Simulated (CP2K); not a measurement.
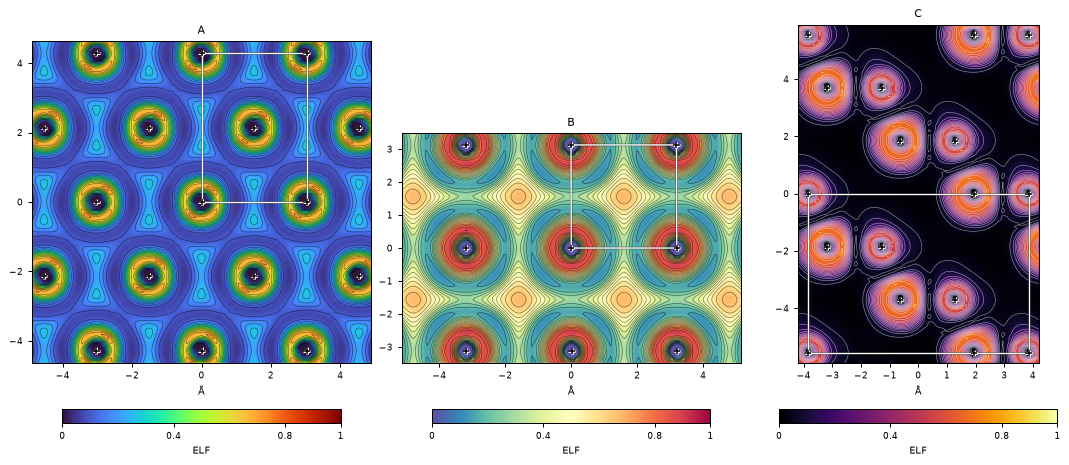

The electron localisation function of 3 systems, each on a plane through atoms (crosses mark nuclei in the plane).

The calculation used Kohn-Sham DFT of a periodic cell, PBEsol, GTH-PBE with UZH-TZVP basis (CP2K 2026.2).

System 1: CoO, the (110) plane of the conventional cell. Space group R3m; a structure from a database of computed crystals, not necessarily the ambient phase; computed pressure about −5 GPa in this cell; spin-polarised.

```
CELL_PARAMETERS angstrom
0.00000 1.85811 -2.61072
-1.62280 0.90503 2.61072
6.24577 3.66817 2.61072
ATOMIC_POSITIONS crystal
Co 0.66667 0.33333 0.33231
Co 0.33333 0.66667 0.66564
Co 0.00000 0.00000 0.99898
O 0.66667 0.33333 0.08435
O 0.33333 0.66667 0.41769
O 0.00000 0.00000 0.75102
```

System 2: V, the (101) plane of the conventional cell. Space group Im-3m; computed pressure about −11 GPa in this cell; spin-polarised, but the moments vanished.

```xyz
2
Lattice="1.7486 -1.2365 -2.1416 1.7486 2.4729 0.0000 1.7486 -1.2365 2.1416" Properties=species:S:1:pos:R:3 pbc="T T T"
V     0.0000    0.0000    0.0000
V     2.6229    0.0000    0.0000
```

System 3: Hf, the (100) plane of the standardised cell. Space group P-1; changed on purpose from its base cell (cell strained at random at fixed volume).

```
CELL_PARAMETERS angstrom
3.00393 3.52880 2.58950
0.00854 1.87713 -2.58950
-3.12631 0.00000 0.00000
ATOMIC_POSITIONS crystal
Hf 0.00000 0.50000 0.50000
Hf 0.50000 0.00000 0.50000
```

Question: Which map belongs to which system?

Answer: Panel A is system 2, V: the plane holds V. V–V (2.62 Å): the ELF is about 0.10 at the midpoint. Panel B is system 3, Hf: the plane holds Hf. Hf–Hf (3.13 Å): the ELF is about 0.30 at the midpoint: no shared electron pair shows on this line. Panel C is system 1, CoO: the plane holds Co and O. Co–O (1.91 Å): the ELF peaks at about 0.70 in the valence shell of O, 0.5 Å from its nucleus, and is about 0.05 at the midpoint.
